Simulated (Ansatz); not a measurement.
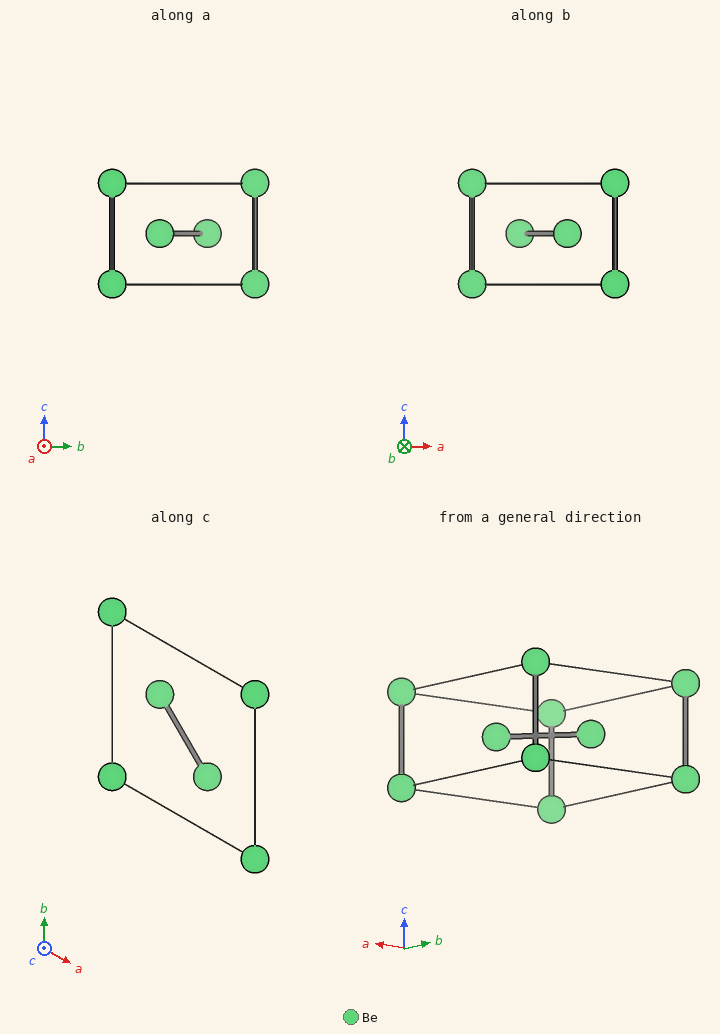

Drawn in the ball-and-stick manner and seen along the a axis, along the b axis, along the c axis and from a general direction. Atoms at the boundary of the conventional unit cell (the box) are drawn once for each face, edge or corner they touch.

Edges and angles: a = 3.561 Å, b = 3.561 Å, c = 2.183 Å, α = 90.00°, β = 90.00°, γ = 120.00°.

Bond cut-offs: Be–Be up to 2.30 Å (cut-off distances).

Q: How many atoms are there in one cell?

A: 3 (beryllium), counting shared atoms by their share.

Q: What space-group symmetry does the structure have?

A: P6/mmm (No. 191), with Be on 1a and Be on 2d.

Q: Which textbook structure type do you recognise?

A: Ω phase (AlB₂-like).

Starting structure: a textbook structure type filled with this element (whether it is the usual form wasn't checked). Atoms and cell were optimised with DFT PBEsol, scalar-relativistic, plane waves, PAW (Ansatz 0.2.0).
